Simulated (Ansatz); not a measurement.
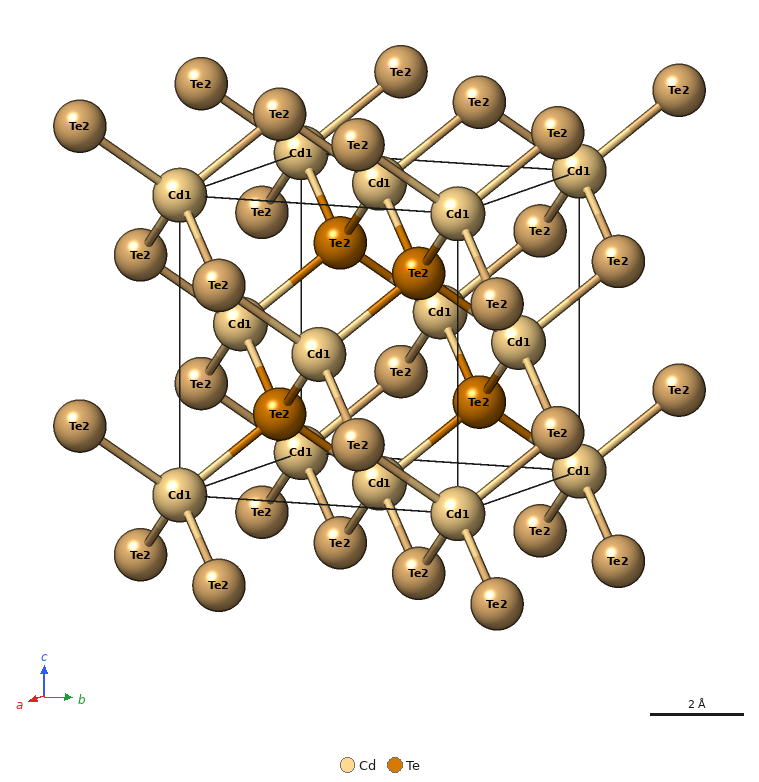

**Figure 1.** The structure (ball-and-stick view of the cell 4 times as large as that of the calculation, set on its symmetry axes, seen slightly off an axis; neighbours outside the cell are drawn fainter; atoms are numbered from 1 in the order of the input). An atom can appear more than once, as a periodic image. Near neighbours in the periodic cell (some may lie outside the picture): Cd has 4 Te at 2.84 Å; Te has 4 Cd at 2.84 Å.

## What a change does: single-point calculation on CdTe

System: CdTe (F-43m, 2 atoms in the cell).
Method of the first run: DFT, PBE, plane waves, PAW, no spin polarisation (Ansatz 0.2.0).

The structure was built on a prototype by a generator. The geometry comes from this level: r2SCAN. Text and figures count atoms from 1; the logs count them from 0 in places.

The input, the first run:
```yaml
crystal:
  lattice:
    - [0.0, 3.2799551157, 3.2799551157]
    - [3.2799551157, 0.0, 3.2799551157]
    - [3.2799551157, 3.2799551157, 0.0]
  atoms:
    - { symbol: Cd, position: [0.0, 0.0, 0.0] }
    - { symbol: Te, position: [0.25, 0.25, 0.25] }
kpoints:
  mp_grid: { grid: [4, 4, 4] }
hamiltonian:
  xc: pbe
scf:
  occupations: { method: fixed }
  n_extra_bands: 4
output:
  forces: true
  stress: true
  eigenvalues: true
```

Command:
```bash
ansatz run input.yaml --threads 4 --pin off --max-ram 3686MiB --backend cpu --events-out ev --progress --plain --runs-dir out
```

Hardware: 4 threads of Arm Neoverse V2, 24 GiB of memory available, shared host.

Output, shortened to warnings, some set-up lines, iterations and results (the first run):
```
Basis set: ecut = 420 eV, 1411 PW (Γ), exchange–correlation on 64×64×64 points (8 copies of the dense FFT grid, shifted against one another)
Symmetry: 24 space group operations
k-points: 8 of 64 (time reversal used)
Initial density: superposition of atomic densities (neutral atoms: chi_scale 0, normalization atom), corrected by the library's trained network
[...]
SCF iter   1: F=—  HF=-15235.274102 eV  |F-HF|=—  |Δ(HF+E_count)|=         —  Δρ=7.00e-4  dr2=7.04e-4  ethr=1.77e-3  ⟨swp⟩=4.8  Hψ=683  notcnv=0  defer=11
SCF iter   2: F=—  HF=-15235.274225 eV  |F-HF|=—  |Δ(HF+E_count)|=   1.23e-4  Δρ=3.06e-4  dr2=5.68e-5  ethr=1.95e-6  ⟨swp⟩=4.0  Hψ=480  notcnv=0  defer=12
SCF iter   3: F=—  HF=-15235.274270 eV  |F-HF|=—  |Δ(HF+E_count)|=   4.51e-5  Δρ=1.08e-4  dr2=5.96e-6  ethr=1.58e-7  ⟨swp⟩=2.1  Hψ=319  notcnv=0  defer=12
SCF iter   4: F=—  HF=-15235.274297 eV  |F-HF|=—  |Δ(HF+E_count)|=   2.73e-5  Δρ=4.51e-5  dr2=1.13e-6  ethr=1.65e-8  ⟨swp⟩=2.0  Hψ=256  notcnv=0  defer=14
SCF iter   5: F=-15235.274309 eV  HF=-15235.274308 eV  |F-HF|=6.59e-7  |Δ(HF+E_count)|=   1.04e-5  Δρ=1.07e-5  dr2=6.04e-8  ethr=3.14e-9  ⟨swp⟩=2.0  Hψ=256  notcnv=0  defer=16
SCF iter   6: F=-15235.274309 eV  HF=-15235.274309 eV  |F-HF|=7.59e-9  |Δ(HF+E_count)|=   7.62e-7  Δρ=1.66e-6  dr2=2.74e-9  ethr=1.68e-10  ⟨swp⟩=6.5  Hψ=908  notcnv=0
SCF 1 converged in 6 iterations: F = -15235.274309 eV  dr2 = 2.74e-9
SCF converged after 6 iterations
Free energy (F): -15235.274309 eV
Harris-Foulkes:  -15235.274309 eV  (|F-HF|=7.59e-9)
Internal energy: -15235.274309 eV  (E = F + TS)
E sigma→0 (E₀):  -15235.274309 eV
Fermi energy:    6.982746 eV
--- Per-component energies (eV) ---
  E_band       = -803.924631
  E_kinetic    = 685.214246
  E_local      = -5499.078942  (includes V_loc(G=0)·N_el)
  E_nonlocal   = -276.639353
  E_hartree    = 2766.468543
  E_xc         = -300.772396
  E_vxc        = -325.424362  (∫ρ·V_xc dr)
  E_paw        = -8746.096688  (= ΣΔE_a)
  E_vpaw       = -920.935965  (= ΣTr[D̂ρ^β])
  E_aug_tail   = -0.000164  (compensation charges beyond the density's cutoff)
  E_ewald      = -3864.369555
  E_smearing   = -0.000000  (= −TS)
  E_closure    = 0.000000  (closes the sum)
  Σ components = -15235.274309   (vs F -15235.274309, Δ=0.00e0)
--- Forces (eV/Å), atoms counted from 1 ---
  atom   1  Cd     0.00000000    -0.00000000     0.00000000
  atom   2  Te    -0.00000000     0.00000000    -0.00000000
  max |Σ_I F_I| component: 1.39e-16 eV/Å
--- Stress (GPa, compression-positive) ---
        1.194879       0.000000       0.000000
       -0.000000       1.194879       0.000000
       -0.000000       0.000000       1.194879
  P = ⅓ Tr σ = 1.1949 GPa (11.949 kbar)
```

For the second run the input was changed thus:
```diff
-  mp_grid: { grid: [4, 4, 4] }
+  mp_grid: { grid: [8, 8, 1] }
```

Predict how the results change.

The free energy of the second run is 793.9 meV per atom higher, which measures how much it depends on this numerical setting. The gap on the mesh goes from 0.65 to 0.51 eV. The pressure goes from 1.19 to 6.07 GPa. The largest force goes from 0.000 to 0.881 eV/Å. The SCF takes 7 iterations against 6. The irreducible k-points go from 8 to 21.

Output, shortened to warnings, some set-up lines, iterations and results (the second run):
```
Warning: crystal.symmetry: narrowed to the stabiliser of the k-point mesh — unitary ops 24 → 4; excluded 20 operations that carry a point of the 8×8×1 mesh (shift [0, 0, 0]) off the mesh (the run samples exactly the mesh kpoints.mp_grid names, as under crystal.symmetry.detect: false, and its converged state has the mesh's symmetry, not the crystal's; ε∞, the Born charges and the force constants …
Basis set: ecut = 420 eV, 1411 PW (Γ), exchange–correlation on 64×64×64 points (8 copies of the dense FFT grid, shifted against one another)
Symmetry: 4 space group operations
k-points: 21 of 64 (time reversal used)
Initial density: superposition of atomic densities (neutral atoms: chi_scale 0, normalization atom), corrected by the library's trained network
[...]
SCF iter   1: F=—  HF=-15233.698080 eV  |F-HF|=—  |Δ(HF+E_count)|=         —  Δρ=1.19e-2  dr2=1.25e-1  ethr=1.77e-3  ⟨swp⟩=4.9  Hψ=1797  notcnv=0  defer=36
SCF iter   2: F=—  HF=-15233.682023 eV  |F-HF|=—  |Δ(HF+E_count)|=   1.61e-2  Δρ=5.14e-3  dr2=1.75e-2  ethr=3.47e-4  ⟨swp⟩=2.7  Hψ=802  notcnv=0  defer=37
SCF iter   3: F=—  HF=-15233.686181 eV  |F-HF|=—  |Δ(HF+E_count)|=   4.16e-3  Δρ=1.65e-3  dr2=2.44e-3  ethr=4.87e-5  ⟨swp⟩=3.4  Hψ=767  notcnv=0  defer=41
SCF iter   4: F=—  HF=-15233.686423 eV  |F-HF|=—  |Δ(HF+E_count)|=   2.41e-4  Δρ=5.86e-4  dr2=2.25e-4  ethr=6.78e-6  ⟨swp⟩=3.0  Hψ=731  notcnv=0  defer=42
SCF iter   5: F=—  HF=-15233.686397 eV  |F-HF|=—  |Δ(HF+E_count)|=   2.55e-5  Δρ=1.47e-4  dr2=1.28e-5  ethr=6.25e-7  ⟨swp⟩=2.0  Hψ=853  notcnv=0  defer=41
SCF iter   6: F=—  HF=-15233.686424 eV  |F-HF|=—  |Δ(HF+E_count)|=   2.63e-5  Δρ=3.26e-5  dr2=6.47e-7  ethr=3.55e-8  ⟨swp⟩=2.0  Hψ=651  notcnv=0  defer=24
SCF iter   7: F=-15233.686424 eV  HF=-15233.686424 eV  |F-HF|=4.76e-8  |Δ(HF+E_count)|=   2.17e-7  Δρ=9.57e-6  dr2=3.58e-8  ethr=2.78e-10  ⟨swp⟩=8.0  Hψ=2371  notcnv=0
SCF 1 converged in 7 iterations: F = -15233.686424 eV  dr2 = 3.58e-8
SCF converged after 7 iterations
Free energy (F): -15233.686424 eV
Harris-Foulkes:  -15233.686424 eV  (|F-HF|=4.76e-8)
Internal energy: -15233.686424 eV  (E = F + TS)
E sigma→0 (E₀):  -15233.686424 eV
Fermi energy:    7.189864 eV
--- Per-component energies (eV) ---
  E_band       = -797.859870
  E_kinetic    = 687.807668
  E_local      = -5504.694982  (includes V_loc(G=0)·N_el)
  E_nonlocal   = -275.950850
  E_hartree    = 2771.315044
  E_xc         = -301.155855
  E_vxc        = -325.909926  (∫ρ·V_xc dr)
  E_paw        = -8746.637730  (= ΣΔE_a)
  E_vpaw       = -921.744705  (= ΣTr[D̂ρ^β])
  E_aug_tail   = -0.000164  (compensation charges beyond the density's cutoff)
  E_ewald      = -3864.369555
  E_smearing   = -0.000000  (= −TS)
  E_closure    = 0.000000  (closes the sum)
  Σ components = -15233.686424   (vs F -15233.686424, Δ=0.00e0)
--- Forces (eV/Å), atoms counted from 1 ---
  atom   1  Cd     0.00000000    -0.00000000    -0.88112827
  atom   2  Te    -0.00000000     0.00000000     0.88107119
  max |Σ_I F_I| component: 5.71e-5 eV/Å
--- Stress (GPa, compression-positive) ---
        6.807398       5.159247      -0.000000
        5.159247       6.807398       0.000000
       -0.000000       0.000000       4.608466
  P = ⅓ Tr σ = 6.0744 GPa (60.744 kbar)
```

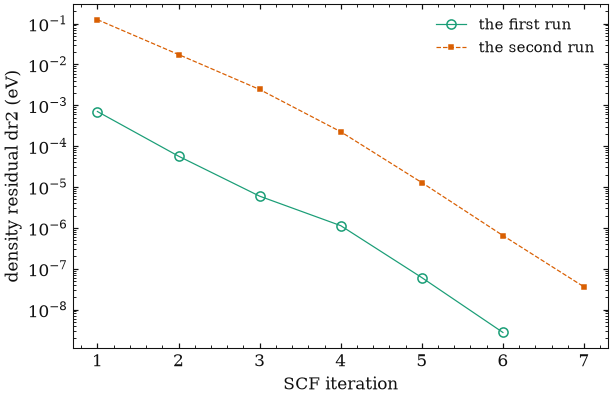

**Figure 2.** Convergence of the two runs: density residual dr2 against the SCF iteration. The first run takes 6 iterations in all, and the second run takes 7.

The two runs side by side:

```csv
quantity,the first run,the second run
outcome,converged,converged
free energy per atom (eV),−7617.6372,−7616.8432
gap on the mesh (eV),0.65,0.51
pressure (GPa),1.19,6.07
largest force (eV/Å),0.000,0.881
SCF iterations,6,7
irreducible k-points,8,21
plane waves at Γ,1411,1411
wall time (shared host),0.55 s,1.1 s
```

For the second run: Warnings: the k-point mesh lowers the symmetry that the run can use. So coarse a mesh can miss the band edges, so the true gap of this method can be much smaller, or zero. The k-point mesh is coarse for a cell of this size, so the results may not be converged.
